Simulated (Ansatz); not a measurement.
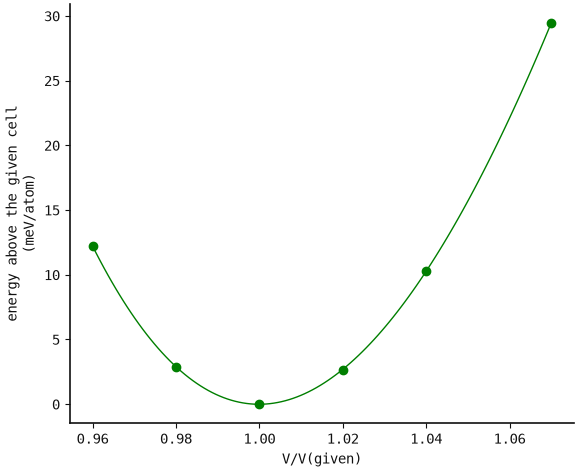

The picture above shows the energy above the given cell against V/V(given) for VO₂, space group P4_2/mnm (No. 136).

The given structure:
```xyz
6
Lattice="4.5832 0.0000 0.0000 0.0000 4.5832 0.0000 0.0000 0.0000 2.8384" Properties=species:S:1:pos:R:3 pbc="T T T"
V     0.0000    0.0000    0.0000
V     2.2916    2.2916    1.4192
O     1.3751    1.3751    0.0000
O     0.9164    3.6667    1.4192
O     3.2080    3.2080    0.0000
O     3.6667    0.9164    1.4192
```

Computed with Ansatz 0.2.0: plane-wave density functional theory, PAW datasets, Gaussian smearing 0.05 eV: equation of state, the given cell scaled in volume with shape and atoms relaxed at each volume; third-order Birch-Murnaghan fit. Level: PBE, spin-orbit.

PAW set soft_2; spin axis z; wave cutoff 420 eV; k mesh 6×6×10.

V(given) is 9.94 Å³/atom.

> Give the fitted equation-of-state parameters.

A third-order Birch–Murnaghan fit gives V0 = 9.94 Å³/atom, B0 = 226 GPa and B′ = 5.8.

> Is there a gap?

No, the levels on the k mesh show a metal at every point.

Note: stress loosely converged.
